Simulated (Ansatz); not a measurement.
**C (slab): density, localisation and related maps**

Input file:

```
crystal:
  lattice:
    - [3.8680418282, 0.0, 0.0]
    - [-1.563126745, 3.9617361947, 0.0]
    - [0.0, 0.0, 24.835641012]
  atoms:
    - { symbol: C, position: [0.5000811939, 0.333360398, 0.3019853603] }
    - { symbol: C, position: [0.4999188061, 0.666639602, 0.3019853603] }
    - { symbol: C, position: [0.5000811939, 0.833360398, 0.3514890202] }
    - { symbol: C, position: [0.4999188061, 0.166639602, 0.3514890202] }
    - { symbol: C, position: [0.5000811939, 0.333360398, 0.4009926802] }
    - { symbol: C, position: [0.4999188061, 0.666639602, 0.4009926802] }
    - { symbol: C, position: [0.5000811939, 0.833360398, 0.4504963401] }
    - { symbol: C, position: [0.4999188061, 0.166639602, 0.4504963401] }
    - { symbol: C, position: [0.5000811939, 0.333360398, 0.5] }
    - { symbol: C, position: [0.4999188061, 0.666639602, 0.5] }
    - { symbol: C, position: [0.5000811939, 0.833360398, 0.5495036599] }
    - { symbol: C, position: [0.4999188061, 0.166639602, 0.5495036599] }
    - { symbol: C, position: [0.5000811939, 0.333360398, 0.5990073198] }
    - { symbol: C, position: [0.4999188061, 0.666639602, 0.5990073198] }
    - { symbol: C, position: [0.5000811939, 0.833360398, 0.6485109798] }
    - { symbol: C, position: [0.4999188061, 0.166639602, 0.6485109798] }
    - { symbol: C, position: [0.5000811939, 0.333360398, 0.6980146397] }
    - { symbol: C, position: [0.4999188061, 0.666639602, 0.6980146397] }
basis:
  ecutwfc: 420
kpoints:
  mp_grid: { grid: [10, 9, 1] }
hamiltonian:
  xc: pbesol
scf:
  occupations: { method: gaussian, width: 0.05 }
output:
  forces: true
  eigenvalues: true
  write_density: true
  write_potential: true
  elf: true
  volumetric_format: npy
relax:
  adjacent_minimum: "off"
  f_tol: 0.02
  max_steps: 60
efield:
  axis: 3
  dipole_correction: true
  ramp_width: 0.04
```

Launched as:

```sh
ansatz run input.yaml --threads 2 --pin off --max-ram 5120MiB --backend cpu --events-out ev --progress --plain --runs-dir out
```

The fields are those of the run's last geometry, not of the input's.

All numbers below come from Ansatz, DFT PBEsol, scalar-relativistic, plane waves, PAW.

Core electrons are frozen (PAW), and the valence fields are smoothed inside the atomic spheres.

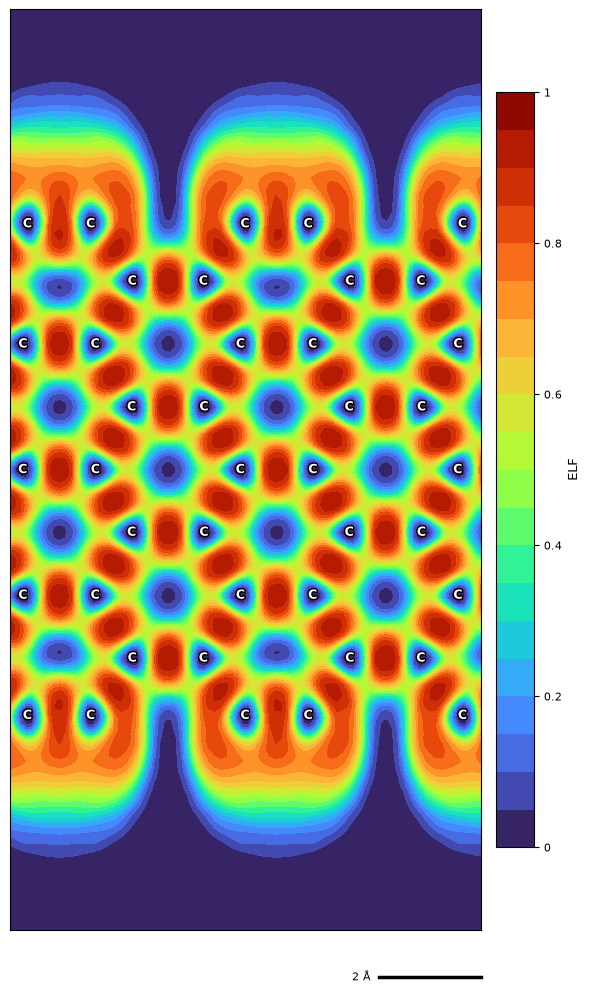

Figure 1. ELF on the (100) plane of the calculation cell, a cut from vacuum to vacuum.

What does the map show?

Answer. The section cuts through C sites.
C–C (1.24 Å): the ELF peaks at about 0.90 between the atoms (inside overlapping PAW spheres, so only a guide) (a short, multiple covalent bond).
C–C (1.39 Å): the ELF peaks at about 0.90 between the atoms; a covalent bond.
C–C (1.43 Å): the ELF peaks at about 0.95 between the atoms: localised, covalent bonding.

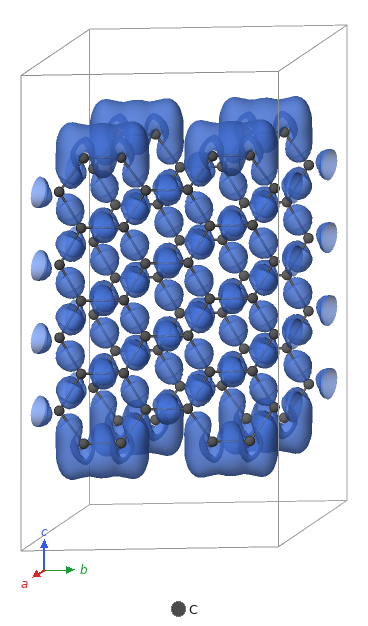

Figure 2. Isosurface of the ELF at 0.7 (blue), seen slightly off an axis. Core shells and regions of very low density are left out. Sticks mark near contacts.

Identify the bonds, lone pairs and shells in this picture.

Answer. The surface consists of 21 regions between bonded C–C atoms (shared pairs), counted in one cell of 18 atoms. Counts are for one cell; the picture repeats the cell along the surface.
